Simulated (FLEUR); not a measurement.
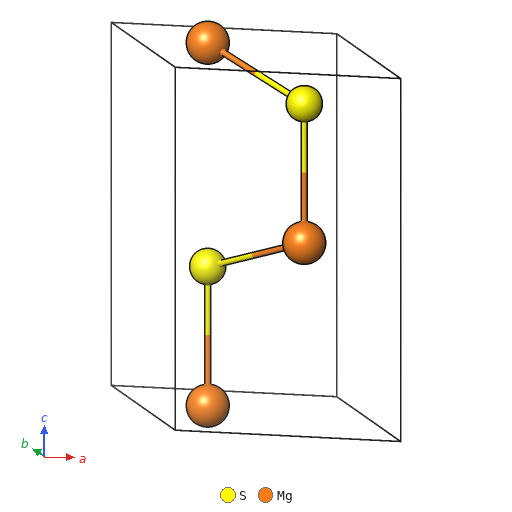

System: MgS, space group P6_3mc (No. 186). The picture shows the conventional cell.

The given structure:
```xyz
4
Lattice="4.0346 0.0000 0.0000 -2.0173 3.4941 0.0000 0.0000 0.0000 6.4323" Properties=species:S:1:pos:R:3 pbc="T T T"
S     2.0173    1.1647    5.6556
S     0.0000    2.3294    2.4394
Mg    0.0000    2.3294    6.4050
Mg    2.0173    1.1647    3.1888
```

Calculation (FLEUR MaX-R8.1 (later development tree)): all-electron LAPW DFT, no spin polarisation; energies at scaled volumes of the given cell, shape and fractions fixed, counted from the fit's minimum, third-order Birch-Murnaghan fit. Level: r2SCAN.

| setting | value |
| --- | --- |
| k mesh | 8×8×4 |
| occupations | Fermi–Dirac |
| smearing width | 0.05 eV |
| potentials | all electron |
| program settings | basis FLAPW, kmax 4.71 1/bohr |

Predict the energy against volume. The volume takes the values 21.31, 21.76, 22.67, 23.58, 24.03 Å³/atom.

A third-order Birch–Murnaghan fit gives V0 = 22.69 Å³/atom, B0 = 60.3 GPa and B′ = 3.8. The energy is 17.54 meV/atom at volume 21.31 Å³/atom and 13.52 meV/atom at 24.03 Å³/atom; the lowest computed point is at volume 22.67 Å³/atom (0.01 meV/atom), and no other minimum shows among the points.

| volume (Å³/atom) | energy (meV/atom) |
| --- | --- |
| 21.31 | 17.54 |
| 21.76 | 7.66 |
| 22.67 | 0.01 |
| 23.58 | 6.07 |
| 24.03 | 13.52 |

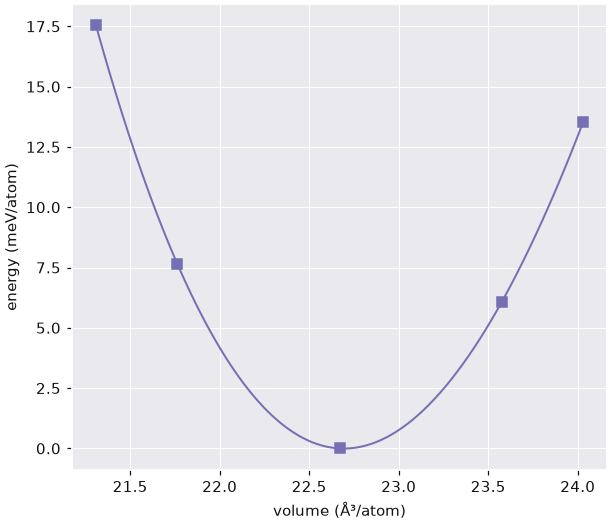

Note: shape and atomic fractions are frozen while scaling, which makes layered, chain and framework solids too stiff.
